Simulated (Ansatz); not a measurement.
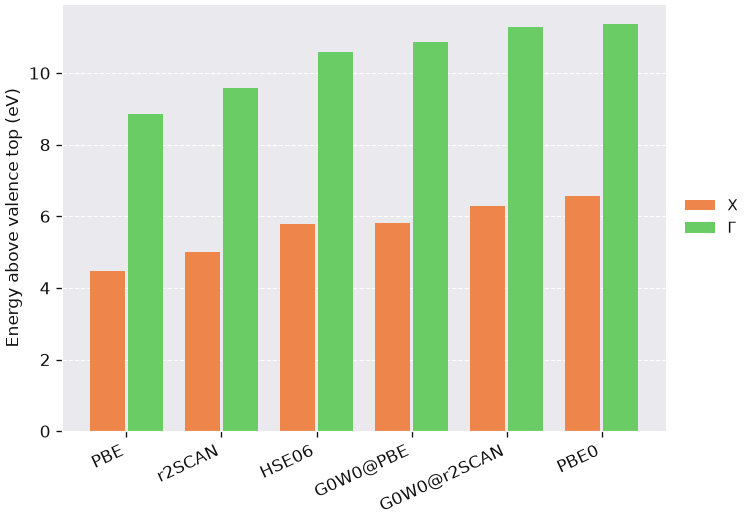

Lowest conduction level at each named k point, counted from the valence-band top at Γ, by several methods on one cell of zincblende BN, space group F-43m (No. 216), 2 atoms in the primitive cell, relaxed with r2SCAN; cubic a = 3.610 Å. All runs are without spin-orbit coupling and carry no moments. The cell is at 5 GPa in PBE.

### Does G0W0@r2SCAN shift these levels rigidly from r2SCAN?

The shifts are +1.28 eV at X and +1.69 eV at Γ, and at points that aren't plotted +1.59 eV (L): over the named points that both runs hold, a spread of 0.41 eV on a mean of 1.52 eV, so one shift describes them only roughly.

### How do the methods rank at X?

From low to high: PBE 4.48, r2SCAN 5.00, HSE06 5.79, G0W0@PBE 5.81, G0W0@r2SCAN 6.28, PBE0 6.56 eV. Too close to rank are HSE06 against G0W0@PBE.

### Do the methods agree on which of these conduction levels is lowest?

Yes: all put it at X.

| method | program | X (eV) | Γ (eV) |
| --- | --- | --- | --- |
| PBE | Ansatz | 4.48 | 8.85 |
| r2SCAN | Ansatz | 5.00 | 9.59 |
| HSE06 | Ansatz | 5.79 | 10.59 |
| G0W0@PBE | Ansatz | 5.81 | 10.86 |
| G0W0@r2SCAN | Ansatz | 6.28 | 11.28 |
| PBE0 | Ansatz | 6.56 | 11.36 |

Settings. PBE: Ansatz PAW set, 12×12×12 k mesh, 420 eV cutoff, Fermi-Dirac smearing of 0.02 eV (Ansatz). r2SCAN: Ansatz PAW set, 12×12×12 k mesh, 500 eV cutoff, fixed occupations (Ansatz). HSE06: Ansatz PAW set, 8×8×8 k mesh, 420 eV cutoff, fixed occupations (Ansatz). G0W0@PBE: PBE, Ansatz PAW set, 8×8×8 k mesh, 420 eV cutoff, fixed occupations (Ansatz), G0W0 with empty bands 26, screening cutoff 100 eV and frequency treatment contour deformation. G0W0@r2SCAN: r2SCAN, Ansatz PAW set, 8×8×8 k mesh, 500 eV cutoff, fixed occupations (Ansatz 0.2.0), G0W0 with empty bands 64, screening cutoff 180 eV and frequency treatment contour deformation. PBE0: Ansatz PAW set, 8×8×8 k mesh, 420 eV cutoff, fixed occupations (Ansatz 0.2.0).

These are six of the 11 methods that were run on this cell. The usual form of BN is layered hexagonal. r2SCAN, HSE06, G0W0@r2SCAN and PBE0: the PAW data sets were made with another functional. LDA, GGA and most meta-GGA functionals understate gaps. The GW runs differ in bands or cutoffs. The GW values are at finite bands, cutoffs and mesh, short of the basis limit.
